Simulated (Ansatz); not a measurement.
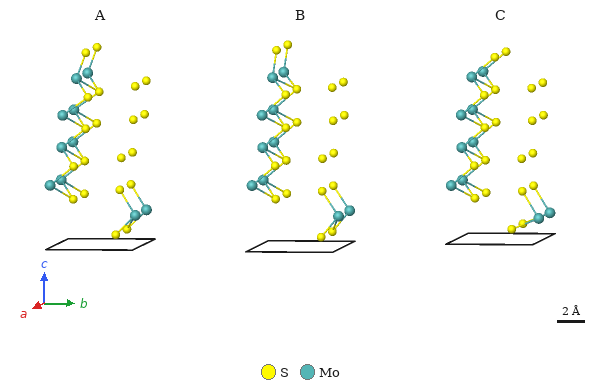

3 geometries from one relaxation of a slab of composition MoS2 (cut from the R3m phase), in shuffled order. A ball-and-stick model of the 2 × 1 repeat of the cell, outlined in the plane, without the vacuum (origin shifted), seen slightly off an axis.

Case: (1 0 1) slab, atoms relaxed. The slab is the (1 0 1) face of MoS2.

Computed with Ansatz 0.2.0, DFT PBEsol, scalar-relativistic, plane waves, PAW. Set-up: plane-wave cutoff 420 eV; k-point mesh 9 × 4 × 1; occupations gaussian; smearing width 0.05 eV; no spin polarisation; dipole correction; atoms relaxed in a fixed cell; force threshold 0.02 eV/Å; at most 60 steps.

Question: Put them in the order of the run, from the start to the converged end.

Answer: C, A, B. They are steps 0, 4, 12, at +1.927 eV per cell of the calculation, +64.3 meV per cell of the calculation relative to the last. An S atom moves most relative to the layer's centre: 1.51 Å at 72° to the normal (+c side). By element the largest moves are S 1.51 Å, Mo 0.17 Å. The cell doesn't change. Some distances before and after: Mo–S 2.392 → 2.115 Å, Mo–S 2.392 → 2.250 Å, Mo–Mo 3.143 → 3.012 Å, Mo–S 2.392 → 2.305 Å. Among the angles between lasting bonds that change: S–Mo–S 82.1° → 109.9°, S–Mo–S 135.4° → 110.1°, S–Mo–S 82.2° → 106.4°. Over 11 accepted moves (12 points after the start) the energy falls by 1.927 eV per cell of the calculation. The largest force component goes from 2.8 to 0.016 eV/Å. The line search rejected the trial step at point 8 of the run. The run took 4 min on 2 threads of AMD EPYC 9R45 96-Core Processor (Zen 5) (shared host), peak memory 1.4 GiB.
